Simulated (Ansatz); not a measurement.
Al$_{16}$O$_{23}$: geometry relaxation (part 4 of 4)

Al$_{16}$O$_{23}$ (defect cell, 39 atoms in the cell); DFT PBE, scalar-relativistic, plane waves, PAW, spin-polarised (Ansatz 0.2.0); cutoff 420 eV, 2×2×2 k-mesh, Gaussian smearing of 0.02 eV, collinear spins. The structure derives from a Materials Project entry. It belongs to a series of runs on one base structure; here: V_O, charge +0, atoms relaxed at the host's cell.

**Trajectory as extended XYZ, continued**
```
39
Lattice="-4.8086 -2.7762 4.3749 4.8086 -2.7762 4.3749 0.0000 5.5525 4.3749" Properties=species:S:1:pos:R:3:forces:R:3 step=5 energy=-21706.74901
Al   -0.0028   -0.0198    1.9390   -0.0008  -0.0001  -0.0017
Al   -0.0014   -2.7738    6.3150   -0.0006  -0.0016  -0.0004
Al   -2.4024    1.3845    6.3160   -0.0002  -0.0013   0.0014
Al    2.4279    1.3884    6.3007    0.0027  -0.0006  -0.0040
Al   -0.0014   -0.0058    4.6200   -0.0002   0.0016   0.0009
Al   -0.0028   -2.7602    8.9960   -0.0006   0.0011   0.0016
Al   -2.4024    1.3883    8.9940   -0.0003   0.0013  -0.0019
Al    2.4279    1.3844    9.0092    0.0021  -0.0006   0.0026
Al    0.0443    0.0779    8.4424   -0.0008  -0.0034   0.0001
Al    0.0017    2.7765    4.1461    0.0010  -0.0022  -0.0018
Al    2.4058   -1.3908    4.1271    0.0006   0.0000   0.0003
Al   -2.4095   -1.3899    4.1260   -0.0005  -0.0018  -0.0017
Al    0.0018   -0.0036   11.1640    0.0011   0.0018   0.0005
Al    0.0446    2.6944    6.8680   -0.0021   0.0040  -0.0025
Al    2.4059   -1.3889    6.8078    0.0004   0.0009  -0.0002
Al   -2.4096   -1.3899    6.8089   -0.0003   0.0018   0.0020
O    -3.8802    1.3864    7.6549    0.0021   0.0000   0.0007
O    -1.4750   -2.7748    7.6589    0.0000  -0.0010  -0.0002
O    -1.4750   -0.0049    3.2760    0.0002   0.0004   0.0003
O    -0.7368    1.4908    5.4665   -0.0002  -0.0003  -0.0010
O    -0.7270   -1.2661    9.8423   -0.0010   0.0004   0.0008
O    -3.1427   -2.6671    5.4704   -0.0007   0.0001  -0.0003
O     1.6637   -2.6700    5.4560    0.0003  -0.0021  -0.0025
O     0.7387   -1.4937    7.6475    0.0003   0.0021  -0.0004
O     0.7312    1.2714    3.2834   -0.0007  -0.0015   0.0009
O     3.1252    2.6535    7.6538   -0.0061  -0.0042   0.0009
O    -1.6716    2.6577    7.6576    0.0010   0.0012   0.0032
O    -1.6717    0.1149    7.6523    0.0016  -0.0001  -0.0026
O     3.1252    0.1193    7.6560   -0.0055   0.0046   0.0003
O     0.7386   -1.2860    3.2873    0.0010  -0.0025   0.0014
O     0.7313   -4.0510    7.6516   -0.0003   0.0007  -0.0002
O     1.6638   -0.1096    5.4789    0.0000   0.0015   0.0025
O    -3.1428   -0.1126    5.4646   -0.0001  -0.0012  -0.0003
O    -0.7368    1.2819    9.8434   -0.0005   0.0008   0.0008
O    -0.7271    4.0388    5.4674   -0.0006   0.0000   0.0001
O    -0.9360   -1.3899    5.4675    0.0011   0.0002  -0.0006
O     3.8733   -1.3899    5.4675    0.0002   0.0004  -0.0003
O     1.4799    2.7642    5.4686    0.0033   0.0004   0.0024
O     1.4799    0.0086    9.8412    0.0031  -0.0007  -0.0010
```

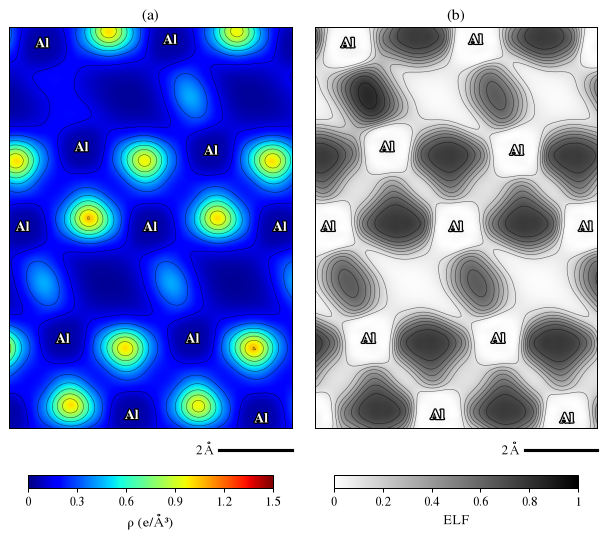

Figure 1. (a) valence pseudo-density; (b) electron localisation function on the (11̄0) plane of the calculation cell. The section cuts through Al sites. Away from the nuclei the density in this plane falls to 0.03 e/Å³ at its lowest. In a PAW calculation such maps are meaningful between the atoms, not at the nuclei.

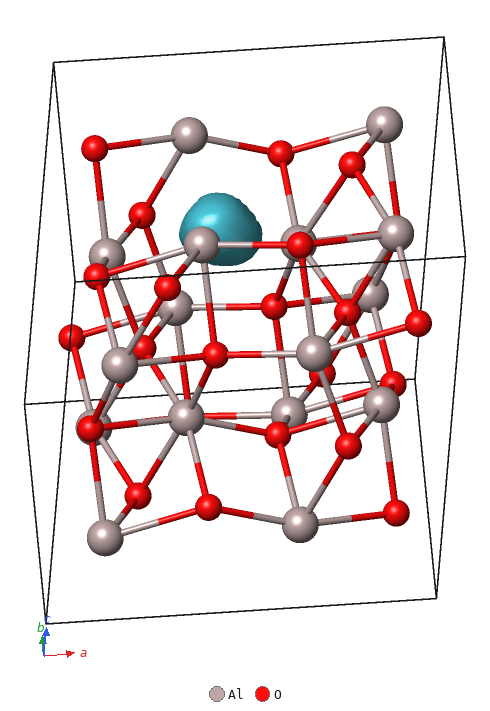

Figure 2. Isosurface of the electron localisation function at 0.9 (cyan), seen at an oblique angle. Only the valence region is drawn (cores and ρ < 0.01 e/Å³ removed). Sticks mark near contacts. The outline is the calculation cell. Along the contacts the grid gives the following. Al–O (1.86 Å): the ELF is about 0.80 at the midpoint. Al–O (1.90 Å): the ELF is about 0.80 at the midpoint.

**Key numbers**

| quantity | value |
| --- | --- |
| outcome | converged |
| electrons treated | 186 |
| free energy | −21706.7490 eV |
| Fermi energy | 11.620 eV |
| gap on the k-point mesh | 4.21 eV |
| net moment of the cell | 0.00 μB |
| integrated absolute moment | 0.00 μB |
| final volume | 350.43 Å³ |
| largest force (length of the vector) at the end | 0.007 eV/Å |
| wall time | 54 s (CPU time 6.7 min) |
| peak memory | 1.8 GiB |

The program warns: some starting moments were not kept.
